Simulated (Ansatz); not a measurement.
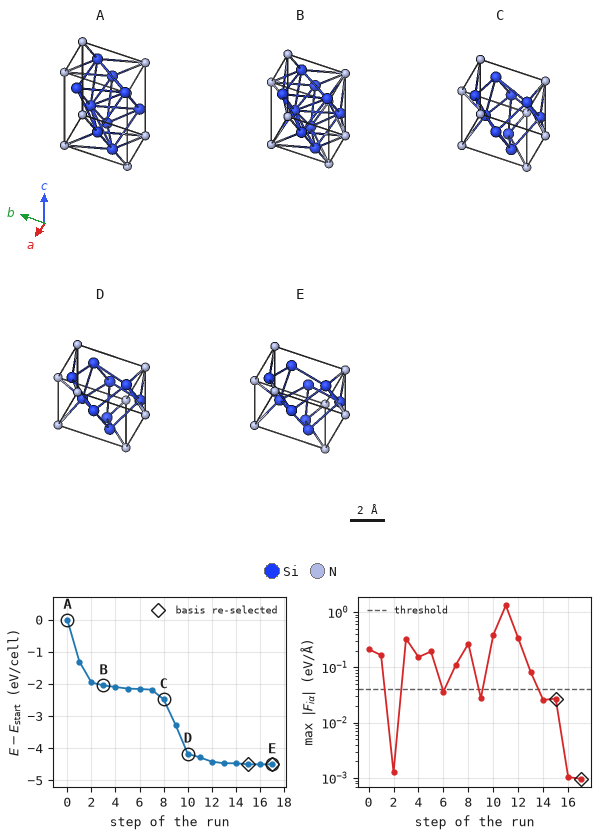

Frames of a relaxation of a crystal of Si5N (a generated structure, set up in P-62m) (coarse preliminary run), marked on the history of the run. The picture is a ball-and-stick view of the cell of the calculation, seen from a free direction.

All numbers below come from DFT PBE, scalar-relativistic, plane waves, PAW in Ansatz. Settings: plane-wave cutoff 420 eV; k-point mesh 6 × 6 × 4; occupations gaussian; smearing width 0.1 eV; no spin polarisation; cell and atoms relaxed; force threshold 0.04 eV/Å; at most 70 steps.

Describe the path.

Answer. The energy falls by 4.499 eV per cell of the calculation in 15 accepted moves (17 points after the start). Largest force component: 0.21 eV/Å at the start, 0.00097 eV/Å at the end. Pressure: −16.77 GPa at the start and 0.02 GPa at the end. At 2 points the geometry stayed and the basis and grid were re-selected for the new cell (energy shift of 32.4 meV per cell of the calculation at most each time). The largest moves relative to the cell, 0.26 Å, are those of Si atoms. N stays in place. The volume changes by −22.6 %, with a = b 5.093 → 5.716 Å (+12.2 %), c 4.709 → 2.893 Å (−38.6 %). Near-neighbour distances that change, for instance: Si–Si 4.709 → 2.893 Å, N–Si 2.872 → 2.147 Å, Si–Si 2.987 → 3.608 Å, Si–Si 2.918 → 2.536 Å. The space group stays P-62m (No. 189). Cost: 95 s on 1 thread of Intel(R) Xeon(R) Processor @ 2.70GHz, with other jobs on the host, peak memory 0.37 GiB. From step 0 to 3: Si atoms move most (0.04 Å), volume −28.5 %, energy −2.042 eV per cell of the calculation. From step 3 to 8: Si atoms move most (0.17 Å), volume +11.8 %, energy −0.434 eV per cell of the calculation. From step 8 to 10: volume −5.1 %, energy −1.692 eV per cell of the calculation. From step 10 to 17: volume +1.9 %, energy −0.331 eV per cell of the calculation.

```csv
step,"E − E(0), meV/atom","largest force component, eV/Å","pressure, GPa","volume, Å³/atom",note
0,0.00,0.2142,-16.77,17.629,
1,-216.39,0.1660,-12.52,15.363,
2,-324.80,0.0013,-3.91,13.454,
3,-340.30,0.3303,3.16,12.610,
4,-348.34,0.1537,1.65,12.831,
5,-356.61,0.1939,1.95,13.140,
6,-358.66,0.0365,-0.35,13.432,
7,-362.09,0.1118,-0.78,13.622,
8,-412.59,0.2685,-3.93,14.102,
9,-546.06,0.0276,-1.60,13.710,
10,-694.53,0.3892,2.02,13.383,
11,-713.43,1.3203,4.20,13.264,
12,-735.68,0.3348,-3.59,14.046,
13,-743.96,0.0819,0.15,13.585,
14,-744.26,0.0257,-0.21,13.623,
15,-749.65,0.0273,0.18,13.623,"same geometry, new basis"
16,-749.75,0.0010,0.02,13.642,
17,-749.78,0.0010,0.02,13.642,"same geometry, new basis"
```
